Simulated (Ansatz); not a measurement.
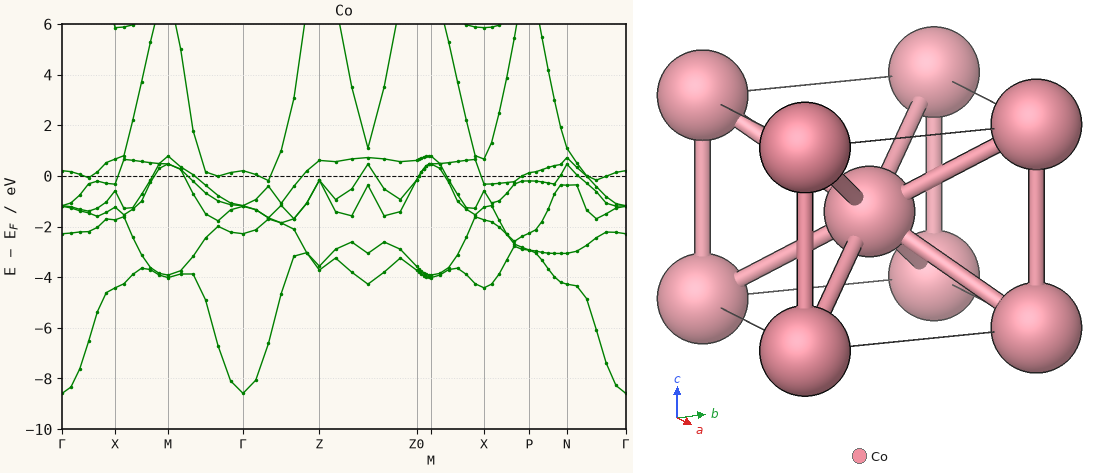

Band structure of Co, space group I4/mmm, 1 atom in the cell, a structure borrowed from another compound, beside the structure. Method: DFT with PBE, PAW plane waves, no spin polarisation, 17×17×17 k mesh, 420 eV cutoff, Fermi-Dirac smearing of 0.1 eV (Ansatz). Energies are counted from the Fermi level. The path runs straight from each named point to the next. The path has few k points, so lines between them are rough.

A metal: bands cross the Fermi level along this path. At N the nearest levels lie 0.37 eV below and 0.47 eV above the Fermi level.

The run has no spin polarisation, so a magnetic state may lie lower. The structure was built from a prototype or by substitution, so it need not be a known phase. The cell is at −13 GPa in this functional.
